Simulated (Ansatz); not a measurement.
**Ir(100) (Fm-3m bulk, 6 atomic planes (those closer than 0.6 Å count as one), 10 Å): images, spectra and barriers**

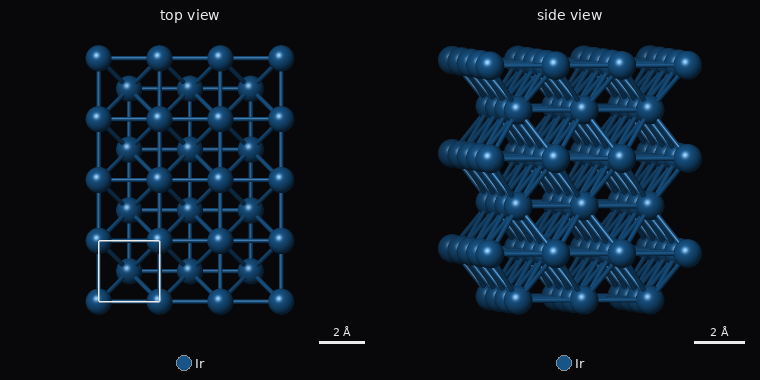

The relaxed structure from above and from the side.

All numbers here come from Ansatz 0.2.0, DFT PBE, scalar-relativistic, plane waves, PAW. Cutoff 420 eV, 18 × 18 k-points, Gaussian smearing 0.1 eV, dipole correction. The slab is a cut without reconstruction beyond its cell, at the source's lattice constants, with its lower half held fixed and the rest relaxed. No spin polarisation. Spin–orbit coupling is left out; with Ir it can shift levels and gaps. The run couldn't confirm all of its levels under its output density. The run warns that the functional's potential is rough in the thin density of the vacuum, where the tip is; weak contrasts and barriers may feel it.

Tersoff–Hamann simulation (s-wave tip); biases are sample biases. Bias windows are sharp sums over the levels of the k mesh.

```xyz
6
Lattice="2.7149 0.0000 0.0000 0.0000 2.7149 0.0000 0.0000 0.0000 29.5985" Properties=species:S:1:pos:R:3 pbc="T T T"
Ir    1.3574    1.3574   10.0000
Ir    0.0000    0.0000   11.9197
Ir    1.3574    1.3574   13.8394
Ir    0.0000    0.0000   15.7974
Ir    1.3574    1.3574   17.7511
Ir    0.0000    0.0000   19.5964
```

## 1. One image

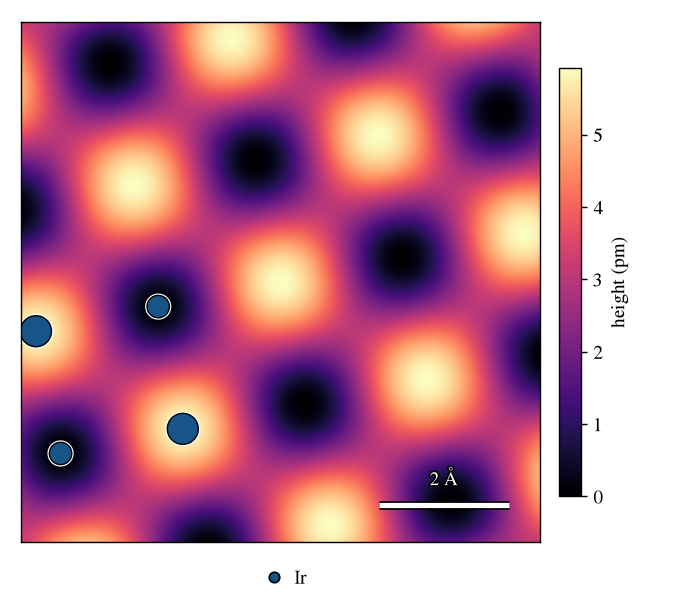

Constant-current image at a set point of 1.0 × 10⁻⁵ e/Å³ of this surface, sample bias +1.00 V. The atoms seen from above are drawn over one corner (deeper ones smaller).

Question: Which atoms or sites appear bright, which dark, and how strong is the contrast?

Answer: The brightest spots lie over the top Ir atoms; the darkest points are over the sites above the Ir atoms 1.8 Å below the top plane. The corrugation is 6 pm at a mean tip height of 4.5 Å. So weak a contrast (6 pm) depends on the k-mesh and on the tip.

## 2. Approach curves

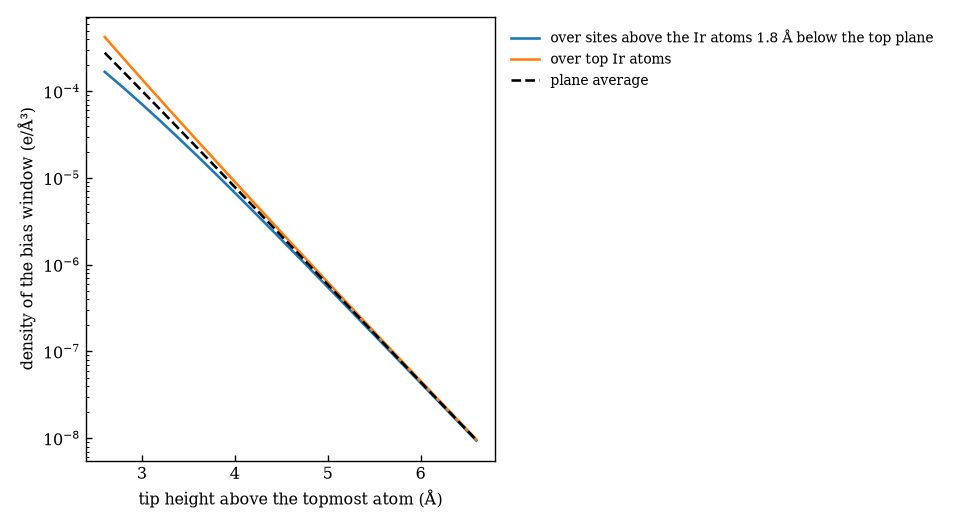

Approach curves over this surface at a sample bias of +0.25 V.

Question: How fast does the current decay, and what apparent barrier height does that imply?

Answer: Near 4 Å the plane average falls as exp(−2.58 z/Å), a factor of 13 per ångström, which gives an apparent barrier of 6.3 eV (0.952 eV Å² times the slope squared). The vacuum level lies 5.56 eV above zero bias. The upper edge of the window lies 5.31 eV under it. The apparent barrier is above 5.31 eV. The value exceeds even the 5.56 eV between the vacuum level and the deepest states of the window, so their depth alone doesn't explain it. States away from the zone centre decay faster, since their momentum along the surface adds to the barrier, and that may account for the rest.

## 3. Barrier map

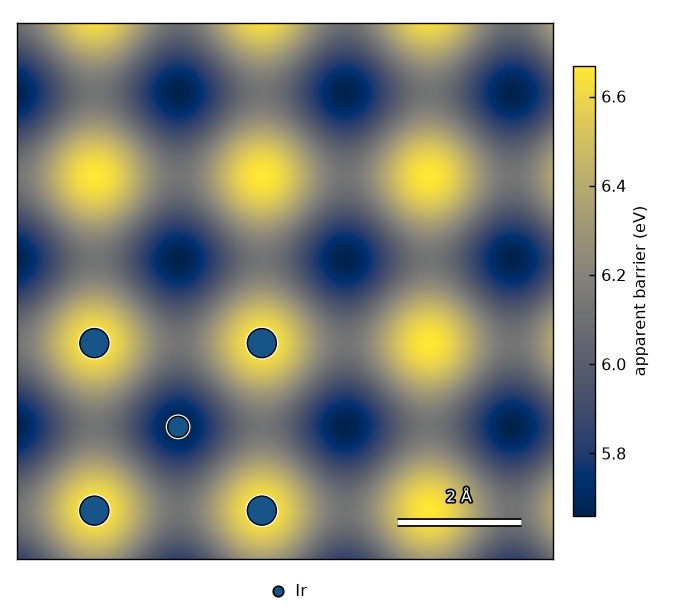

Map of the apparent barrier height, 0.952 eV Å² × (d ln I/dz)², 3.8 Å above this surface at −0.25 V; lighter colours are higher.

Question: Where is the apparent barrier highest and lowest, and over what range?

Answer: It is highest, 6.7 eV, over the top Ir atoms, and lowest, 5.7 eV, over the sites above the Ir atoms 1.8 Å below the top plane. The vacuum level lies 5.56 eV above zero bias.
